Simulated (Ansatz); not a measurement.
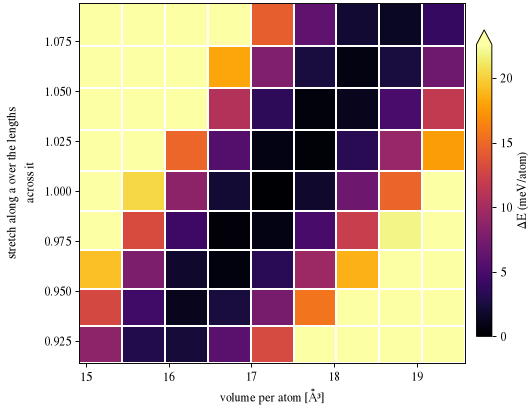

Energy landscape of F (C2/c, No. 15; 4 atoms in the cell). 
- The energy is mapped over volume and the cell's shape.
- Coordinates scanned: (1) volume per atom; (2) stretch along a over the lengths across it, relative to the relaxed cell.
- Nothing is relaxed (fractional coordinates fixed).
- Grid: 9 × 9 points.
- Points are written as (first, second).
- Energies: meV/atom, counted from the lowest grid point.
- These are results of Ansatz 0.2.0, DFT PBE+D3(BJ), scalar-relativistic, plane waves, PAW, not measurements. Settings: cutoff 520 eV, k-mesh 8×8×4 in the order of the run's cell vectors, gaussian smearing 0.05 eV, no spin polarisation.

Drawn: one coloured cell a grid point, one colour for all values above the top of the scale. 

**Where are the wells?**

The lowest grid point is at (17.25 Å³, 1.000). The highest grid point, (15.18 Å³, 1.083), lies 103.3 meV/atom above the lowest. The gap on the k-mesh is 3.0 eV at the lowest point and runs from 2.1 to 4.2 eV over the map.

Grid values (meV/atom):

```csv
"second ↓, first →",15.18,15.70,16.22,16.73,17.25,17.77,18.29,18.80,19.32
1.083,103.3,71.0,46.1,27.5,14.4,6.1,2.0,1.4,3.9
1.062,83.5,55.0,33.6,18.2,8.0,2.4,0.7,2.4,7.0
1.041,66.0,41.2,23.2,10.8,3.5,0.5,1.2,5.0,11.7
1.020,51.0,29.7,14.8,5.5,0.9,0.3,3.3,9.2,17.7
1.000,38.2,20.3,8.6,2.0,0.0,1.8,6.9,14.8,25.1
0.980,27.7,13.1,4.3,0.4,0.8,4.9,12.0,21.8,33.9
0.961,19.3,7.8,1.8,0.6,3.3,9.5,18.7,30.2,43.9
0.942,13.0,4.4,1.2,2.4,7.4,15.7,26.6,39.9,55.1
0.923,8.7,3.0,2.3,5.8,13.0,23.2,35.9,50.7,67.4
```

Each point was launched as `ansatz run input.yaml --threads 1 --pin off --max-ram 2048MiB --backend cpu --events-out ev --progress --plain --runs-dir out`. Time for the 81 points that were run: 6.3 min on 1 thread of Arm Neoverse V2, with other jobs on the host.
